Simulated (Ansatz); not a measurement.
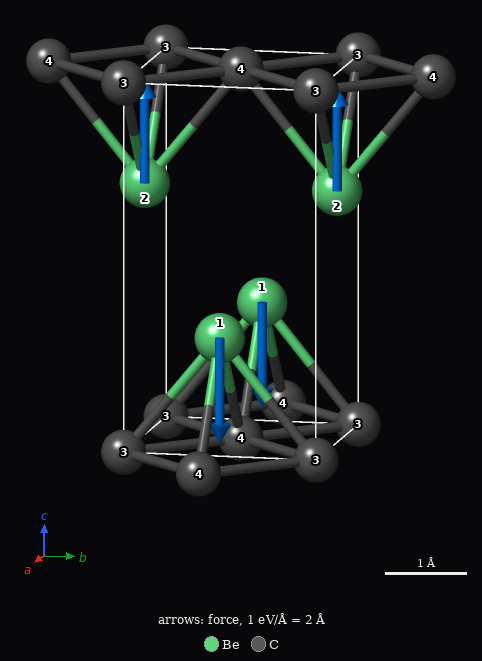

Starting geometry of crystalline BeC (built on the litharge_129 type) with the computed forces as blue arrows. Style: ball-and-stick. Shown: the cell of the calculation, slightly off an axis.

Case: litharge type (P4/nmm, No. 129).

These are results of DFT PBE, scalar-relativistic, plane waves, PAW in Ansatz, not measurements. Settings: plane-wave cutoff 420 eV; k-point mesh 18 × 18 × 10; occupations gaussian; smearing width 0.1 eV; no spin polarisation; cell and atoms relaxed; force threshold 0.01 eV/Å; at most 80 steps.

> What follows when this structure is relaxed?

It isn't relaxed: the largest force vector, on Be atoms, is 0.67 eV/Å. The atoms end up moving mostly along the starting forces (cosine between the two patterns 1.00). The largest moves relative to the cell, 0.084 Å, are those of Be1 and Be2. Be1 goes along −c. C stays in place. Cell: a = b 2.448 → 2.496 Å (+1.9 %), c 4.675 → 4.603 Å (−1.5 %). Volume +2.3 %. Near-neighbour distances that change, for instance: Be1–C3 1.930 → 1.864 Å, C3–C4 1.731 → 1.765 Å. Bond angles that change, for instance: C3–Be1–C3 78.7° → 84.0°. The space group stays P4/nmm (No. 129). The energy falls by 21.8 meV per atom in 7 accepted moves (9 points after the start). The largest force component goes from 0.67 to under 0.0001 eV/Å. Pressure: 0.32 GPa at the start and 0.01 GPa at the end. At 2 points the geometry stayed and the basis and grid were re-selected for the new cell (energy shift of 0.7 meV per atom at most each time).
